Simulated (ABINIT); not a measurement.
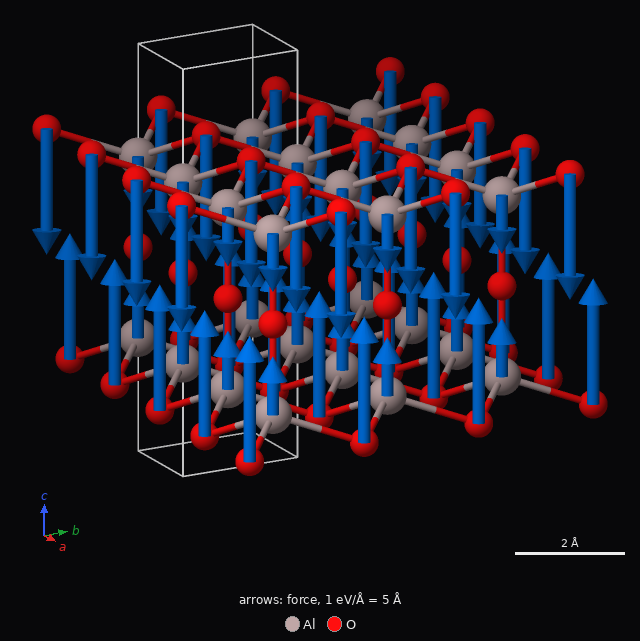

Starting geometry of solid Al2O3 (set up in P-3m1) with the computed forces as blue arrows. Style: ball-and-stick. Shown: the cell of the calculation, repeated 3 × 2 × 1 with one cell outlined, slightly off an axis.

The run lets cell and atoms move.

Method: Kohn-Sham DFT of a periodic cell, LDA, JTH PAW LDA v2.0 in ABINIT 10.8.3.

Input
```
# Pseudopotentials
pp_dirpath "./"
pseudos "Al.LDA_PW-JTH.xml, O.LDA_PW-JTH.xml"

# Structure
acell 3*1.0
rprim
     5.7022155940     0.0000000000     0.0000000000
    -2.8511077970     4.9382635623     0.0000000000
     0.0000000000     0.0000000000    14.3139875379
ntypat 2
znucl 13 8
natom 5
typat 1 1 2 2 2
xcart
     0.0000000000     0.0000000000    10.3354003877
     0.0000000000     0.0000000000     3.9785871501
     0.0000000000     0.0000000000     7.1569937689
     2.8511077973     1.6460878539    11.4590054675
    -0.0000000003     3.2921757084     2.8549820704
chkprim 0
chksymtnons 0
tolsym 1.0e-6

# Plane-wave basis
ecut 625.861884 eV
pawecutdg 45.0
pawovlp -1

# k points
kptopt 1
ngkpt 10 10 4
nshiftk 1
shiftk 0.0 0.0 0.0

# Exchange and correlation
ixc 7

# Bands and occupations
nband 16
occopt 3
tsmear 0.00183747

# SCF cycle
nstep 100
tolvrs 1.0e-9

# Output
iomode 3
prtwf 0
prtden 0
prteig 0
prtebands 0
enunit 1

# Relaxation
ionmov 2
ntime 60
tolmxf 0.0005
optcell 2
dilatmx 1.08
ecutsm 0.5
```

Launched with:
```bash
abinit run.abi > log 2>&1
```

> What follows when this structure is relaxed?

It isn't relaxed: the largest force vector, on O atoms, is 0.47 eV/Å. Measured relative to the changing cell, the final displacements run against the starting forces (cosine between the two patterns −0.96). After 13 geometry steps the energy has fallen by 17.1 meV per atom. The largest force component goes from 0.47 to 0.0054 eV/Å. The pressure goes from −8.43 to 0.01 GPa. The largest moves relative to the cell, 0.031 Å, are those of O atoms. By element the largest moves are O 0.031 Å, Al 0.027 Å. Cell: a = b 3.017 → 2.962 Å (−1.8 %), c 7.575 → 7.351 Å (−3.0 %). Volume −6.5 %. Near-neighbour distances that change, for instance: Al–O 1.841 → 1.806 Å, Al–O 1.682 → 1.659 Å. The space group stays P-3m1 (No. 164). The run took 20 min on 1 thread of Arm Neoverse V1, with other jobs on the host, peak memory 0.15 GiB.

Limits of the set-up: layers or molecules are held without a dispersion correction, so their spacing is unreliable.
